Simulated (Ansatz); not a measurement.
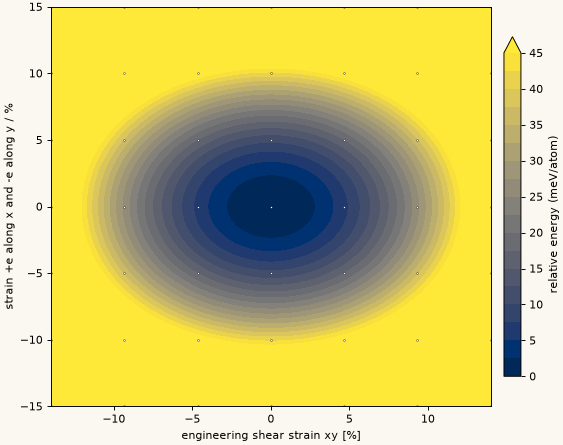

Cu (Fm-3m, No. 225; 1 atom in the cell). 
- The energy is mapped over two homogeneous strains (x, y and z along the cube axes).
- Coordinates scanned: (1) engineering shear strain xy; (2) strain +e along x and -e along y.
- Nothing is relaxed (symmetry fixes all fractional coordinates).
- The grid has 7 × 7 points; 16 points were computed and 33 follow by symmetry.
- Points are written as (first, second).
- Energies: meV/atom, counted from the lowest grid point.
- Level of theory: Ansatz, DFT PBE, scalar-relativistic, plane waves, PAW. Settings: cutoff 520 eV, k-mesh 20×20×20, gaussian smearing 0.15 eV, no spin polarisation.

The picture shows filled contours, dots at the grid points, one colour for all values above the top of the scale. Between grid points the surface is interpolated.

### Where is the minimum, and how stiff is the crystal against these two strains (in GPa)?

The interpolated minimum is at 0.0 % and 0.0 %. Divided by the cell volume of 11.9 Å³, the second derivatives of the energy there are about 84 GPa along the first strain and 119 GPa along the second, with a cross term of about 0 GPa (clamped ions). Round the minimum the two coordinates are nearly uncoupled.

PAW datasets: the set soft_1.
